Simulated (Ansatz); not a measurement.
**What a change does: single-point calculation on CoO**

System: CoO (P6₃/mmc, 4 atoms in the cell).
Method of the first run: DFT r2SCAN, scalar-relativistic, plane waves, PAW, no spin polarisation (Ansatz 0.2.0).

The structure was built on a prototype by a generator; it need not be a known phase. Text and figures count atoms from 1; the logs count them from 0 in places.

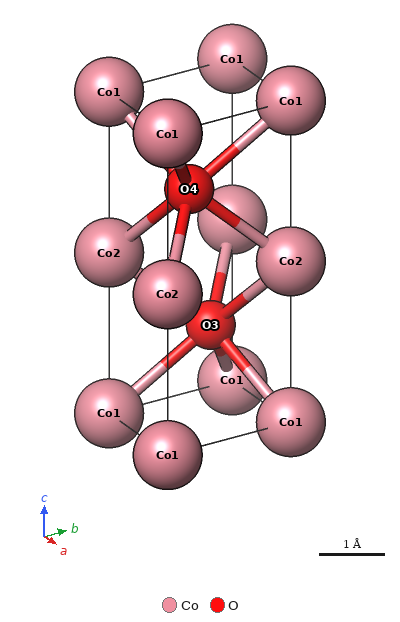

Fig. 1: The structure as given in the input (ball-and-stick view of the cell of the calculation, seen slightly off an axis; atoms are numbered from 1 in the order of the input). An atom can appear more than once, as a periodic image.

## The input, the first run
```yaml
crystal:
  lattice:
    - [2.8917294399, 0.0, 0.0]
    - [-1.4458647199, 2.5043111559, 0.0]
    - [0.0, 0.0, 5.1596397602]
  atoms:
    - { symbol: Co, position: [0.0, 0.0, 0.0] }
    - { symbol: Co, position: [0.0, 0.0, 0.5] }
    - { symbol: O, position: [0.3333333333, 0.6666666667, 0.25] }
    - { symbol: O, position: [0.6666666667, 0.3333333333, 0.75] }
basis:
  ecutwfc: 500
kpoints:
  mp_grid: { grid: [18, 18, 8] }
hamiltonian:
  xc: r2scan
scf:
  occupations: { method: gaussian, width: 0.1 }
  lower_state_search: "off"
output:
  forces: true
  stress: true
  eigenvalues: true
```

Launched with:
```bash
ansatz run input.yaml --threads 1 --pin off --max-ram 2560MiB --backend cpu --events-out ev --progress --plain --runs-dir out
```

Hardware: 1 thread of Intel Xeon @ 2.50GHz (Skylake/Cascade Lake), 192 GiB of memory available, shared host.

## Output, shortened to warnings, some set-up lines, iterations and results (the first run)
```
Basis set: ecut = 500 eV, 931 PW (Γ), exchange–correlation on 96×96×160 points (64 copies of the dense FFT grid, shifted against one another)
Symmetry: 24 space group operations
k-points: 185 of 2592
Initial density: superposition of atomic densities (neutral atoms: chi_scale 0, normalization atom), corrected by the library's trained network
[...]
SCF iter   1: F=-11396.897021 eV  HF=-11396.655175 eV  |F-HF|=2.42e-1  |Δ(HF+E_count)|=         —  Δρ=3.08e-2  dr2=7.88e-2  dr2_τ=2.77e-1  ethr=1.77e-3  ⟨swp⟩=5.2  Hψ=18409  …
SCF iter   2: F=-11396.909313 eV  HF=-11396.901226 eV  |F-HF|=8.09e-3  |Δ(HF+E_count)|=   2.46e-1  Δρ=1.95e-2  dr2=4.23e-2  dr2_τ=3.78e-3  ethr=1.71e-4  ⟨swp⟩=2.0  Hψ=11072  …
SCF iter   3: F=-11396.884059 eV  HF=-11396.927527 eV  |F-HF|=4.35e-2  |Δ(HF+E_count)|=   2.63e-2  Δρ=1.35e-2  dr2=4.58e-2  dr2_τ=6.20e-3  ethr=9.20e-5  ⟨swp⟩=2.0  Hψ=9603  …
SCF iter   4: F=-11396.919217 eV  HF=-11396.919643 eV  |F-HF|=4.26e-4  |Δ(HF+E_count)|=   7.88e-3  Δρ=3.12e-3  dr2=1.27e-3  dr2_τ=2.27e-4  ethr=9.20e-5  ⟨swp⟩=2.6  Hψ=9587  …
SCF iter   5: F=-11396.919608 eV  HF=-11396.919803 eV  |F-HF|=1.95e-4  |Δ(HF+E_count)|=   1.60e-4  Δρ=1.17e-3  dr2=3.95e-4  dr2_τ=5.29e-5  ethr=2.77e-6  ⟨swp⟩=2.0  Hψ=9462  …
SCF iter   6: F=-11396.919604 eV  HF=-11396.919799 eV  |F-HF|=1.95e-4  |Δ(HF+E_count)|=   3.96e-6  Δρ=9.02e-4  dr2=2.88e-4  dr2_τ=1.12e-5  ethr=8.58e-7  ⟨swp⟩=2.4  Hψ=8428  …
SCF iter   7: F=-11396.919764 eV  HF=-11396.919766 eV  |F-HF|=2.22e-6  |Δ(HF+E_count)|=   3.24e-5  Δρ=1.92e-4  dr2=8.88e-6  dr2_τ=1.42e-7  ethr=6.27e-7  ⟨swp⟩=2.3  Hψ=7678  …
SCF iter   8: F=-11396.919768 eV  HF=-11396.919770 eV  |F-HF|=1.80e-6  |Δ(HF+E_count)|=   3.75e-6  Δρ=1.14e-4  dr2=3.17e-6  dr2_τ=9.24e-8  ethr=1.93e-8  ⟨swp⟩=1.8  Hψ=6503  …
SCF iter   9: F=-11396.919769 eV  HF=-11396.919770 eV  |F-HF|=3.25e-7  |Δ(HF+E_count)|=   4.63e-7  Δρ=3.74e-5  dr2=4.69e-7  dr2_τ=3.82e-8  ethr=6.89e-9  ⟨swp⟩=2.1  Hψ=7843  …
SCF iter  10: F=-11396.919770 eV  HF=-11396.919770 eV  |F-HF|=6.71e-10  |Δ(HF+E_count)|=   7.84e-8  Δρ=3.24e-6  dr2=1.66e-9  dr2_τ=6.24e-10  ethr=2.17e-10  ⟨swp⟩=3.8  …
SCF 1 converged in 10 iterations: F = -11396.919770 eV  dr2 = 1.66e-9
SCF converged after 10 iterations
Free energy (F): -11396.919770 eV
Harris-Foulkes:  -11396.919770 eV  (|F-HF|=6.71e-10)
Internal energy: -11396.896132 eV  (E = F + TS)
E sigma→0 (E₀):  -11396.907951 eV
Entropy (-TS):   -0.023638 eV (-5.909 meV/atom)
Fermi energy:    14.455905 eV
--- Per-component energies (eV) ---
  E_band       = -630.804404
  E_kinetic    = 1243.495087
  E_local      = -6866.655033  (includes V_loc(G=0)·N_el)
  E_nonlocal   = 1034.318505
  E_hartree    = 2839.382073
  E_xc         = -454.319378
  E_vxc        = -658.144928  (∫ρ·V_xc dr)
  E_paw        = -3377.354366  (= ΣΔE_a)
  E_vpaw       = -1103.688000  (= ΣTr[D̂ρ^β])
  E_aug_tail   = 0.001907  (compensation charges beyond the density's cutoff)
  E_vtau       = 41.105869  (kinetic-family band-sum trace: ∫τ·v_τ [+ j·A + Jᵃ·Aᵃ] dr)
  E_ewald      = -5815.110633
  E_core_change = -0.654294  (= ΣΔE_core)
  E_smearing   = -0.023638  (= −TS)
  E_closure    = -0.000000  (closes the sum)
  Σ components = -11396.919770   (vs F -11396.919770, Δ=0.00e0)
--- Forces (eV/Å), atoms counted from 1 ---
  atom   1  Co     0.00000000     0.00000000     0.00000000
  atom   2  Co     0.00000000     0.00000000     0.00000000
  atom   3  O      0.00000000    -0.00000000    -0.00000000
  atom   4  O      0.00000000     0.00000000     0.00000000
  max |Σ_I F_I| component: 7.36e-29 eV/Å
--- Stress (GPa, compression-positive) ---
      -19.920522      -0.000000       0.000000
       -0.000000     -19.920522       0.000000
        0.000000       0.000000     -24.305796
  P = ⅓ Tr σ = -21.3823 GPa (-213.823 kbar)
```

For the second run the input was changed thus:
```diff
-    - [2.8917294399, 0.0, 0.0]
-    - [-1.4458647199, 2.5043111559, 0.0]
-    - [0.0, 0.0, 5.1596397602]
+    - [2.8124637417, 0.0, 0.0]
+    - [-1.4062318708, 2.4356650476, 0.0]
+    - [0.0, 0.0, 5.0182079781]
```

Predict how the results change.

With the same functional and potentials, the second run lies 66.4 meV per atom lower. The pressure goes from −21.38 to −5.81 GPa. The volume per atom goes from 9.34 to 8.59 Å³. The cell is scaled evenly with the atoms at fixed fractional positions, so −ΔP/Δ ln V estimates the bulk modulus midway between the two volumes: about 190 GPa. The number of SCF iterations is the same. The plane waves at Γ go from 931 to 859.

## Output, shortened to warnings, some set-up lines, iterations and results (the second run)
```
Basis set: ecut = 500 eV, 859 PW (Γ), exchange–correlation on 96×96×160 points (64 copies of the dense FFT grid, shifted against one another)
Symmetry: 24 space group operations
k-points: 185 of 2592
Initial density: superposition of atomic densities (neutral atoms: chi_scale 0, normalization atom), corrected by the library's trained network
[...]
SCF iter   1: F=-11397.162092 eV  HF=-11396.893460 eV  |F-HF|=2.69e-1  |Δ(HF+E_count)|=         —  Δρ=3.02e-2  dr2=7.20e-2  dr2_τ=2.87e-1  ethr=1.77e-3  ⟨swp⟩=5.4  Hψ=18621  …
SCF iter   2: F=-11397.175418 eV  HF=-11397.169579 eV  |F-HF|=5.84e-3  |Δ(HF+E_count)|=   2.76e-1  Δρ=1.94e-2  dr2=4.06e-2  dr2_τ=3.65e-3  ethr=1.56e-4  ⟨swp⟩=2.0  Hψ=11081  …
SCF iter   3: F=-11397.152036 eV  HF=-11397.193041 eV  |F-HF|=4.10e-2  |Δ(HF+E_count)|=   2.35e-2  Δρ=1.39e-2  dr2=4.30e-2  dr2_τ=6.37e-3  ethr=8.84e-5  ⟨swp⟩=2.0  Hψ=9582  …
SCF iter   4: F=-11397.184768 eV  HF=-11397.185251 eV  |F-HF|=4.84e-4  |Δ(HF+E_count)|=   7.79e-3  Δρ=3.36e-3  dr2=1.37e-3  dr2_τ=2.38e-4  ethr=8.84e-5  ⟨swp⟩=2.6  Hψ=9459  …
SCF iter   5: F=-11397.185283 eV  HF=-11397.185367 eV  |F-HF|=8.45e-5  |Δ(HF+E_count)|=   1.16e-4  Δρ=1.06e-3  dr2=2.70e-4  dr2_τ=3.91e-5  ethr=2.97e-6  ⟨swp⟩=2.1  Hψ=9568  …
SCF iter   6: F=-11397.185231 eV  HF=-11397.185399 eV  |F-HF|=1.68e-4  |Δ(HF+E_count)|=   3.14e-5  Δρ=9.10e-4  dr2=2.54e-4  dr2_τ=1.11e-5  ethr=5.87e-7  ⟨swp⟩=2.1  Hψ=7524  …
SCF iter   7: F=-11397.185370 eV  HF=-11397.185371 eV  |F-HF|=7.40e-7  |Δ(HF+E_count)|=   2.78e-5  Δρ=1.89e-4  dr2=6.87e-6  dr2_τ=1.01e-7  ethr=5.53e-7  ⟨swp⟩=2.2  Hψ=7787  …
SCF iter   8: F=-11397.185370 eV  HF=-11397.185372 eV  |F-HF|=1.59e-6  |Δ(HF+E_count)|=   6.30e-7  Δρ=1.13e-4  dr2=2.93e-6  dr2_τ=9.78e-8  ethr=1.49e-8  ⟨swp⟩=2.1  Hψ=7703  …
SCF iter   9: F=-11397.185371 eV  HF=-11397.185371 eV  |F-HF|=2.27e-7  |Δ(HF+E_count)|=   4.42e-7  Δρ=3.35e-5  dr2=3.31e-7  dr2_τ=2.68e-8  ethr=6.36e-9  ⟨swp⟩=2.1  Hψ=7469  …
SCF iter  10: F=-11397.185371 eV  HF=-11397.185371 eV  |F-HF|=5.46e-11  |Δ(HF+E_count)|=   6.24e-8  Δρ=2.86e-6  dr2=1.57e-9  dr2_τ=5.63e-10  ethr=2.17e-10  ⟨swp⟩=5.7  …
SCF 1 converged in 10 iterations: F = -11397.185371 eV  dr2 = 1.57e-9
SCF converged after 10 iterations
Free energy (F): -11397.185371 eV
Harris-Foulkes:  -11397.185371 eV  (|F-HF|=5.46e-11)
Internal energy: -11397.165638 eV  (E = F + TS)
E sigma→0 (E₀):  -11397.175504 eV
Entropy (-TS):   -0.019733 eV (-4.933 meV/atom)
Fermi energy:    16.295282 eV
--- Per-component energies (eV) ---
  E_band       = -561.472091
  E_kinetic    = 1250.990648
  E_local      = -6615.679270  (includes V_loc(G=0)·N_el)
  E_nonlocal   = 1035.717288
  E_hartree    = 2747.167945
  E_xc         = -456.606775
  E_vxc        = -661.262894  (∫ρ·V_xc dr)
  E_paw        = -3379.101020  (= ΣΔE_a)
  E_vpaw       = -1106.657315  (= ΣTr[D̂ρ^β])
  E_aug_tail   = 0.001940  (compensation charges beyond the density's cutoff)
  E_vtau       = 41.084612  (kinetic-family band-sum trace: ∫τ·v_τ [+ j·A + Jᵃ·Aᵃ] dr)
  E_ewald      = -5979.002099
  E_core_change = -0.654294  (= ΣΔE_core)
  E_smearing   = -0.019733  (= −TS)
  E_closure    = -0.000000  (closes the sum)
  Σ components = -11397.185371   (vs F -11397.185371, Δ=0.00e0)
--- Forces (eV/Å), atoms counted from 1 ---
  atom   1  Co     0.00000000    -0.00000000     0.00000000
  atom   2  Co    -0.00000000     0.00000000     0.00000000
  atom   3  O     -0.00000000    -0.00000000     0.00000000
  atom   4  O      0.00000000     0.00000000    -0.00000000
  max |Σ_I F_I| component: 3.70e-17 eV/Å
--- Stress (GPa, compression-positive) ---
       -5.688249       0.000000       0.000000
        0.000000      -5.688249       0.000000
        0.000000       0.000000      -6.041574
  P = ⅓ Tr σ = -5.8060 GPa (-58.060 kbar)
```

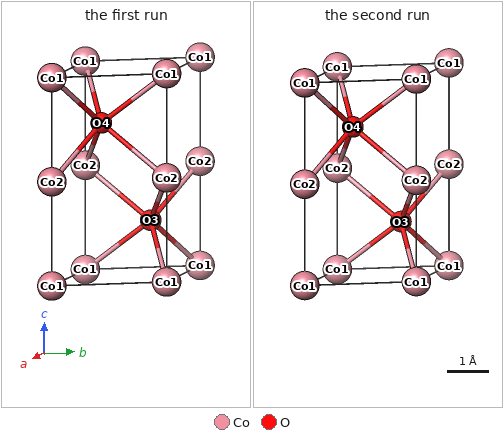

Fig. 2: The two input geometries at one scale (ball-and-stick view of the cell of the calculation, seen slightly off an axis). No atom moves by more than 0.005 Å relative to the cell. Cell: a = b 2.892 → 2.812 Å (−2.7 %), c 5.160 → 5.018 Å (−2.7 %). Volume −8.0 %. Among the contacts that change: Co1–O3 2.110 → 2.052 Å.

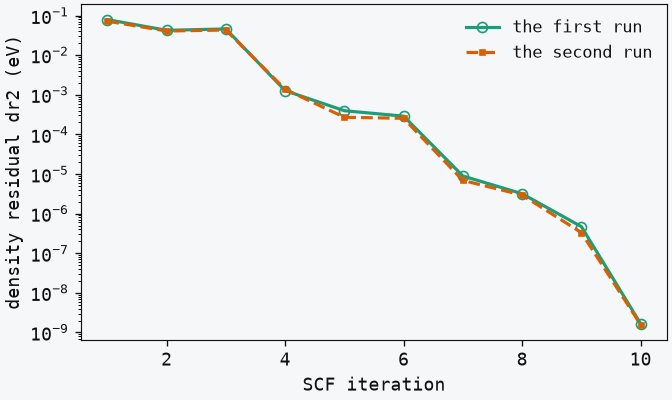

Fig. 3: Convergence of the two runs: density residual dr2 against the SCF iteration. The first run takes 10 iterations in all, and the second run takes 10.

## The two runs side by side

```csv
quantity,the first run,the second run
outcome,converged,converged
free energy per atom (eV),−2849.2299,−2849.2963
"energy per atom, smearing taken to zero (eV)",−2849.2270,−2849.2939
gap on the mesh (eV),0.00,0.00
pressure (GPa),−21.38,−5.81
volume per atom (Å³),9.34,8.59
largest force (eV/Å),0.000,0.000
SCF iterations,10,10
irreducible k-points,185,185
plane waves at Γ,931,859
wall time (shared host),25 s,28 s
```

For both runs: The run has no spin polarisation, so a magnetic state may lie lower. For the first run: The cell is under a tension of 21 GPa at this level, so it is not at its equilibrium volume. For the second run: The cell is under a tension of 5.8 GPa at this level, so it is not at its equilibrium volume.
